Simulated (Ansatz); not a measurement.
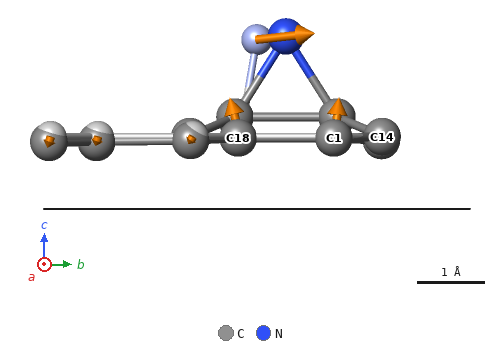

A relaxation of a slab of composition C18N. The starting structure is drawn faded, the final one solid; orange arrows show the displacements, magnified 2 times.

Style: ball-and-stick. Shown: the cell of the calculation, outlined in the plane, without the vacuum (origin shifted), along the a axis.

It is N on graphene monolayer, set down by a guess. The run prepares an end point of a later path (adatom hop) calculation, from a guessed geometry.

Theory: DFT LDA, scalar-relativistic, plane waves, PAW (Ansatz). Set-up: plane-wave cutoff 420 eV; k-point mesh 2 × 2 × 1; occupations gaussian; smearing width 0.05 eV; collinear spin; atoms relaxed in a fixed cell; force threshold 0.03 eV/Å; at most 60 steps.

### What did the optimiser do to the structure, and how much energy did it gain?

The atom that moves furthest relative to the layer's centre is the N atom (0.49 Å within the plane). By element the largest moves are N 0.49 Å, C 0.31 Å. The cell doesn't change. Some distances before and after: C–N 1.887 → 1.433 Å, C–N 2.020 → 2.436 Å, C–C 1.424 → 1.533 Å, C–N 1.497 → 1.433 Å. New bonds form: C–N (1.89 → 1.43 Å). Among the angles between lasting bonds that change: C–C–N 87.5° → 114.7°, C–C–N 80.4° → 57.7°, C–C–N 102.2° → 114.7°. The energy falls by 1.477 eV per cell of the calculation in 7 geometry steps. Largest force component: 1.9 eV/Å at the start, 0.0046 eV/Å at the end. The run took 31 s on 2 threads of Intel(R) Xeon(R) 6975P-C (Granite Rapids) (shared host), peak memory 0.83 GiB.

Limits of the set-up: the k-point mesh is coarse for a cell with partly filled bands; the periodic images lie only 7.4 Å apart, so the values are limited by the cell's size.
